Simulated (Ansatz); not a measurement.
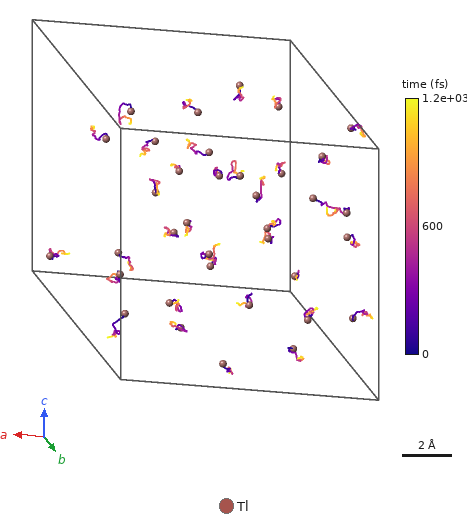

A Born-Oppenheimer molecular dynamics run of a 36-atom cell of Tl, 1.20 ps long. It starts from the last geometry of an earlier run, with fresh velocities. Lines trace each atom's path, coloured by time; spheres stand at the starting positions. Seen from a free direction in the simulation cell.

Level of theory: DFT PBE, scalar-relativistic, plane waves, PAW in Ansatz 0.2.0. Settings: plane-wave cutoff 420 eV; k-point mesh 1 × 1 × 1; Fermi-Dirac smearing 0.11 eV; volume 1.1 times that of the relaxed crystal; Langevin thermostat (NVT); set temperature 1040 K, then to 300 K over 300 steps, then to 300 K over 100 steps; time step 3 fs; friction 0.02 per fs.

Input
```yaml
crystal:
  lattice:
    - [10.715068, 0.0, 0.0]
    - [-5.357534, 9.279521, 0.0]
    - [0.0, 0.0, 11.422262]
  atoms:
    - { symbol: Tl, position: [-0.06415368, 0.0125897, 0.07005226] }
    - { symbol: Tl, position: [0.17040797, 0.24598744, 0.30318708] }
    - { symbol: Tl, position: [0.03506797, 0.00264018, 0.46823845] }
    - { symbol: Tl, position: [0.0793598, 0.09926997, 0.77256651] }
    - { symbol: Tl, position: [0.05217893, 0.34970072, 0.03390257] }
    - { symbol: Tl, position: [0.16320057, 0.52715958, 0.2762359] }
    - { symbol: Tl, position: [0.02803644, 0.33853412, 0.51556379] }
    - { symbol: Tl, position: [0.06838605, 0.55924324, 0.77440851] }
    - { symbol: Tl, position: [0.01683069, 0.73619067, -0.03233301] }
    - { symbol: Tl, position: [0.04760366, 0.84680261, 0.25542682] }
    - { symbol: Tl, position: [0.00368906, 0.65371249, 0.49847609] }
    - { symbol: Tl, position: [0.07121569, 0.84542737, 0.67273209] }
    - { symbol: Tl, position: [0.31097435, 0.00292529, 0.07676337] }
    - { symbol: Tl, position: [0.46552754, 0.18883211, 0.31743061] }
    - { symbol: Tl, position: [0.31723826, 0.00686446, 0.53106092] }
    - { symbol: Tl, position: [0.46217943, 0.30435894, 0.80705818] }
    - { symbol: Tl, position: [0.33682444, 0.40994332, -0.02968227] }
    - { symbol: Tl, position: [0.48973516, 0.51168151, 0.32984841] }
    - { symbol: Tl, position: [0.30128589, 0.31214297, 0.57062385] }
    - { symbol: Tl, position: [0.47759097, 0.59119099, 0.67713265] }
    - { symbol: Tl, position: [0.20299045, 0.62720615, 0.02654466] }
    - { symbol: Tl, position: [0.45492519, 0.86489983, 0.28256252] }
    - { symbol: Tl, position: [0.30663153, 0.63498473, 0.50128607] }
    - { symbol: Tl, position: [0.43439895, 0.88197956, 0.72828997] }
    - { symbol: Tl, position: [0.54389367, -0.1730294, 0.02547265] }
    - { symbol: Tl, position: [0.7058854, 0.11581139, 0.1467404] }
    - { symbol: Tl, position: [0.72678445, 0.03775087, 0.56403864] }
    - { symbol: Tl, position: [0.69000923, 0.21169892, 0.7522646] }
    - { symbol: Tl, position: [0.76257264, 0.35563131, 0.00318379] }
    - { symbol: Tl, position: [0.84421643, 0.53841841, 0.23176784] }
    - { symbol: Tl, position: [0.66233452, 0.40899495, 0.51667227] }
    - { symbol: Tl, position: [0.73912847, 0.62907267, 0.80930215] }
    - { symbol: Tl, position: [0.63319015, 0.60958806, 0.06778525] }
    - { symbol: Tl, position: [0.79721101, 0.96064507, 0.30457577] }
    - { symbol: Tl, position: [0.69879796, 0.72317683, 0.49014401] }
    - { symbol: Tl, position: [0.76057972, 0.96456922, 0.83388731] }
basis:
  ecutwfc: 420.0
kpoints:
  mp_grid: { grid: [1, 1, 1] }
hamiltonian:
  xc: pbe
scf:
  occupations: { method: fermi_dirac, width: 0.11 }
  lower_state_search: "off"
md:
  timestep: 3
  n_steps: 400
  ensemble: nvt_langevin
  temperature: 1040.0
  initial_velocities: maxwell_boltzmann
  seed: 484793
  friction: 0.02
  temperature_schedule:
    - { n_steps: 300, end_temperature: 300.0 }
    - { n_steps: 100, end_temperature: 300.0 }
```

Launched with:
```bash
ansatz run input.yaml --threads 4 --pin off --max-ram 10240MiB --backend cpu --events-out ev --progress --plain --runs-dir out
```

Describe the motion.

Answer. In the second half of the run the atoms are, in the root-mean-square, this far from where they began (common drift taken out): Tl 0.62 Å. Against the typical shortest distance between atoms in the first frame, about 2.9 Å these are large excursions, but over 1.20 ps one can't yet tell strong vibration from the start of diffusion. Under the programmed temperature the kinetic temperature goes from 1023 K (first eighth) to 337 K (last eighth), with a peak of 1228 K. The potential energy in the second half lies on average 136 meV per atom below the first frame. The first frame is far from relaxed (forces up to 3.7 eV/Å), so much of the motion is the structure settling.

Limits of the set-up: the k-point mesh is coarse for a cell with partly filled bands.
